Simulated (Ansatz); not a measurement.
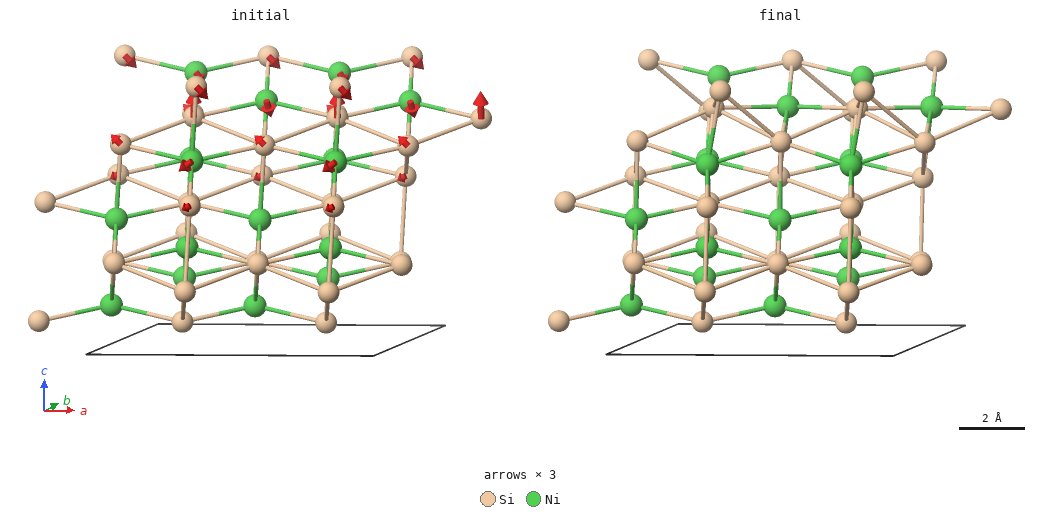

The structure of a slab of composition SiNi (cut from the Pmmn phase) before (left) and after (right) a constrained relaxation, at one scale. The red arrows give the displacements, 3 times their true length.

The picture is a ball-and-stick view of the 2 × 1 repeat of the cell, outlined in the plane, without the vacuum (origin shifted), seen slightly off an axis.

Case: clean slab, lower half held. The slab is the (1 1 1) face of SiNi. 8 atoms are held fixed.

The calculation used Ansatz, DFT PBE, scalar-relativistic, plane waves, PAW.

The input:
```yaml
crystal:
  lattice:
    - [4.4666959248, 0.0, 0.0]
    - [2.0898574141, 5.2101446734, 0.0]
    - [0.0, 0.0, 24.4262818016]
  atoms:
    - { symbol: Si, position: [0.5577938508, 0.9451364438, 0.3479858322] }
    - { symbol: Ni, position: [0.9868887496, 0.0966833984, 0.3632837789] }
    - { symbol: Ni, position: [0.366328196, 0.354359989, 0.3892950093] }
    - { symbol: Si, position: [0.7954230948, 0.5059069435, 0.404592956] }
    - { symbol: Si, position: [0.1755328327, 0.7621509063, 0.4304595694] }
    - { symbol: Ni, position: [0.6046277315, 0.9136978608, 0.4457575162] }
    - { symbol: Ni, position: [0.9840671779, 0.1713744514, 0.4717687466] }
    - { symbol: Si, position: [0.4131620767, 0.322921406, 0.4870666933] }
    - { symbol: Si, position: [0.7932718146, 0.5791653687, 0.5129333067] }
    - { symbol: Ni, position: [0.2223667134, 0.7307123233, 0.5282312534] }
    - { symbol: Ni, position: [0.6018061598, 0.9883889139, 0.5542424838] }
    - { symbol: Si, position: [0.0309010586, 0.1399358684, 0.5695404306] }
    - { symbol: Si, position: [0.4110107965, 0.3961798312, 0.595407044] }
    - { symbol: Ni, position: [0.8401056953, 0.5477267857, 0.6107049907] }
    - { symbol: Ni, position: [0.2195451417, 0.8054033763, 0.6367162211] }
    - { symbol: Si, position: [0.6486400405, 0.9569503309, 0.6520141678] }
basis:
  ecutwfc: 420
kpoints:
  mp_grid: { grid: [7, 6, 1] }
hamiltonian:
  xc: pbe
scf:
  occupations: { method: gaussian, width: 0.1 }
output:
  forces: true
  eigenvalues: true
relax:
  adjacent_minimum: "off"
  f_tol: 0.03
  max_steps: 70
  constraints: [{ sites: [0, 1, 2, 3, 4, 5, 6, 7] }]
efield:
  axis: 3
  dipole_correction: true
  ramp_width: 0.04
```

Run as
```bash
ansatz run input.yaml --threads 4 --pin off --max-ram 10240MiB --backend cpu --events-out ev --progress --plain --runs-dir out
```

### Describe what moved and what it gained.

The largest move is that of Si13, 0.30 Å at 9° to the normal (+c side). By element the largest moves are Si 0.30 Å, Ni 0.21 Å. The lattice vectors keep their values. Among the contacts that change: Si12–Si16 3.055 → 2.753 Å, Ni10–Si13 2.398 → 2.678 Å, Si13–Si16 2.678 → 2.447 Å, Ni11–Si13 2.351 → 2.478 Å. Bond angles that change, for instance: Si9–Ni14–Si13 85.6° → 100.3°, Si12–Ni15–Si13 111.4° → 125.5°, Si9–Ni11–Si13 180.0° → 167.7°. The energy falls by 0.390 eV per cell of the calculation in 6 geometry steps. The largest force component goes from 1 to 0.0057 eV/Å. Cost: 7.5 min on 4 threads of Arm Neoverse V1, on a shared host, peak memory 2.1 GiB.

Limits of the set-up: an element that often carries a moment was run without spin polarisation.
